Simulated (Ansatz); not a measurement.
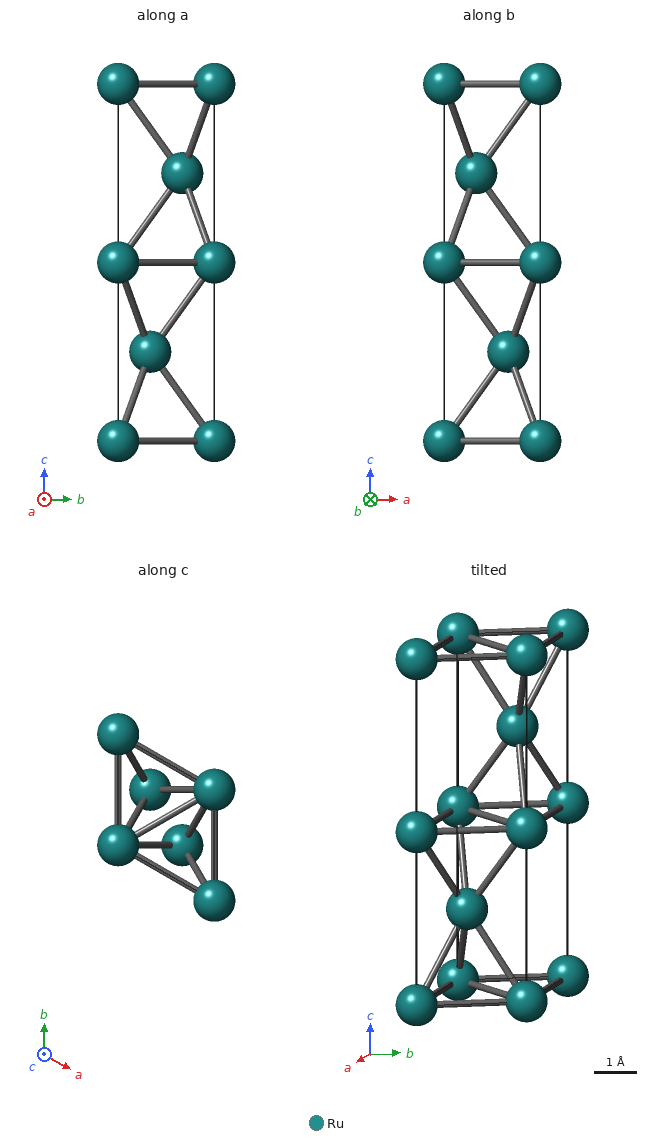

Structure drawing (ball-and-stick), viewed along the a axis, along the b axis, along the c axis and slightly off an axis. The edges of the conventional unit cell are marked.

Lattice parameters: a = 2.688 Å, b = 2.688 Å, c = 8.652 Å, α = 90.00°, β = 90.00°, γ = 120.00°. Put a along x and b in the xy plane.

### Set out the cell and atoms as a POSCAR file.

```
Ru
1.0
     2.688    0.000    0.000
    -1.344    2.328    0.000
     0.000    0.000    8.652
Ru
4
Direct
  0.0000 0.0000 0.0000
  0.0000 0.0000 0.5000
  0.3333 0.6667 0.7500
  0.6667 0.3333 0.2500
```

The cell started as a structure type filled with this element by a generator (whether the element takes this form wasn't checked). The geometry is the end of a relaxation with DFT r2SCAN, scalar-relativistic, plane waves, PAW in Ansatz 0.2.0.
